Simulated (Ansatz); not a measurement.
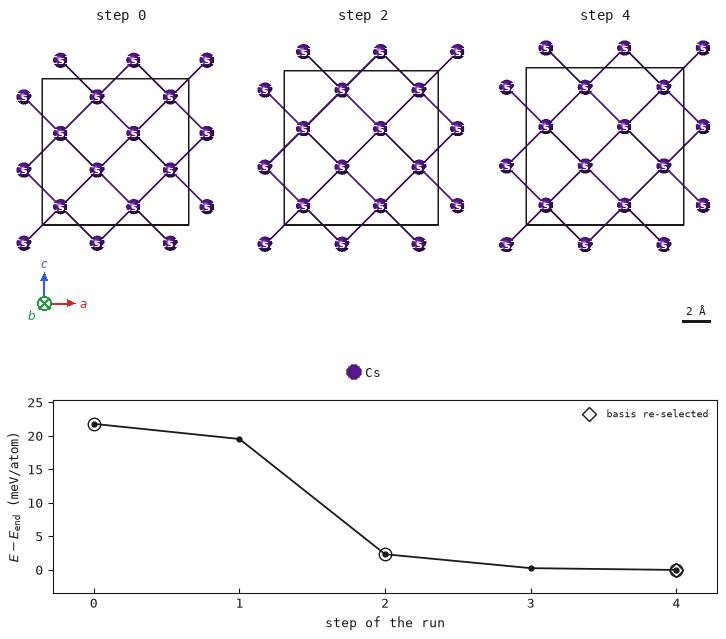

Frames of a relaxation of crystalline Cs (a generated structure, set up in Fd-3m), marked on the history of the run. Style: ball-and-stick. Shown: the conventional cell (4 times the calculation's cell), along the b axis. Lengths and directions refer to the drawn axes.

Phase: diamond.

Computed with DFT, PBE, plane waves (420 eV) with PAW, scalar-relativistic in Ansatz.

The input:
```yaml
crystal:
  lattice:
    - [0.0, 5.3027061682, 5.3027061682]
    - [5.3027061682, 0.0, 5.3027061682]
    - [5.3027061682, 5.3027061682, 0.0]
  atoms:
    - { symbol: Cs, position: [0.125, 0.125, 0.125] }
    - { symbol: Cs, position: [0.875, 0.875, 0.875] }
hamiltonian:
  xc: pbe
  pseudopotentials:
    kind: paw
    azcp:
      Cs: "pseudopotentials/Cs.paw.azcp"
basis:
  ecutwfc: 420
  fft_grid_basis: typed
kpoints:
  mp_grid: { grid: [5, 5, 5], shift: [0, 0, 0] }
magnetization:
  spin_polarized: false
scf:
  occupations: { method: fermi_dirac, width: 0.1 }
relax:
  max_steps: 60
  f_tol: 0.01
  cell: {}
output:
  write_density: true
  write_potential: true
  elf: true
  volumetric_format: npy
```

Launched with:
```bash
ansatz run input.yaml --threads 1 --pin off --max-ram 3584MiB --backend cpu --events-out ev --progress --plain --runs-dir out
```

What happens along the run?

Answer. No atom moves by more than 0.005 Å relative to the cell. Cell: a = b = c 10.605 → 11.400 Å (+7.5 %). Volume +24.2 %. Near-neighbour distances that change, for instance: Cs1–Cs2 4.592 → 4.936 Å. The space group stays Fd-3m (No. 227). The energy falls by 21.8 meV per atom in 3 accepted moves (4 points after the start). All forces vanish by symmetry, so only the cell relaxes. Pressure: 0.21 GPa at the start and 0.01 GPa at the end. The SCF was repeated once at an unchanged geometry on a basis and grid sized afresh for the cell, which shifted the energy by 0.3 meV per atom at most. The run took 29 s on 1 thread of Intel(R) Xeon(R) Platinum 8259CL CPU @ 2.50GHz (Skylake/Cascade Lake) (shared host), peak memory 0.7 GiB. From step 0 to 2: volume +16.7 %, energy −19.5 meV per atom. From step 2 to 4: volume +6.4 %, energy −2.3 meV per atom.

```tsv
step	E − E(0), meV/atom	pressure, GPa	volume, Å³/atom	note
0	0.00	0.21	149.105	
1	-2.26	0.19	150.911	
2	-19.46	0.06	173.977	
3	-21.54	0.01	185.182	
4	-21.81	0.01	185.182	same geometry, new basis
```
